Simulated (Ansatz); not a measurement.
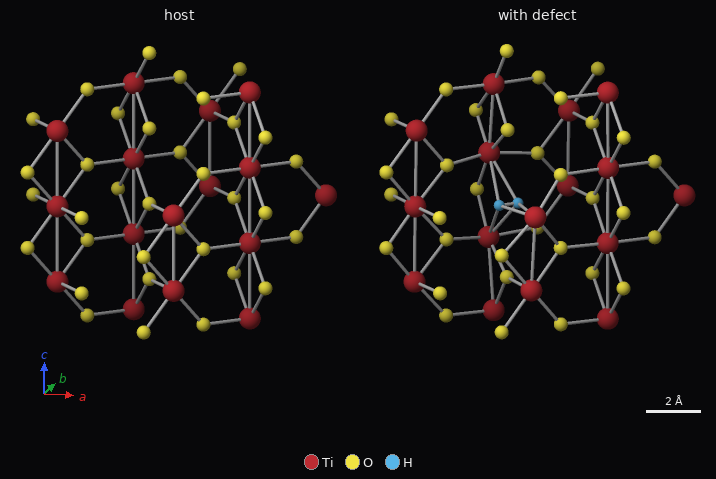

Left: perfect TiO2. Right: the same region with a pair of point defects, after relaxing the atoms in a supercell of 72 sites. Style: ball-and-stick. Shown: the atoms within 6.0 Å of one point, in a slice 5.0 Å thick across the line of sight, slightly off an axis.

These are results of DFT, PBEsol, PAW, plane waves (Ansatz 0.2.0), not measurements. Settings: plane-wave cutoff 420 eV; k-point mesh 1 × 1 × 1; mesh shifted by (0.25, 0.25, 0.25); no spin polarisation. Fermi-Dirac smearing of 0.01 eV. The axes drawn are those of the host's conventional cell.

Which defect is it?

Answer. An oxygen atom is replaced by hydrogen and an extra hydrogen atom is put between the host's atoms (an interstitial), the two sites 1.8 Å apart.

The charge state of the cell is 0.

What does the relaxation do around it?

Answer. In the host the O atom has 3 Ti at 1.94 to 1.98 Å; the H atom ends with 1 H at 0.79 Å. The H atom starts with 4 O at 1.81 to 1.82 Å around its place and ends with 1 H at 0.79 Å. Of the host's atoms, a titanium atom moves furthest from its site, by 0.30 Å. The H atom itself moves 0.40 Å from where it was put. The H atom itself moves 1.45 Å from where it was put.
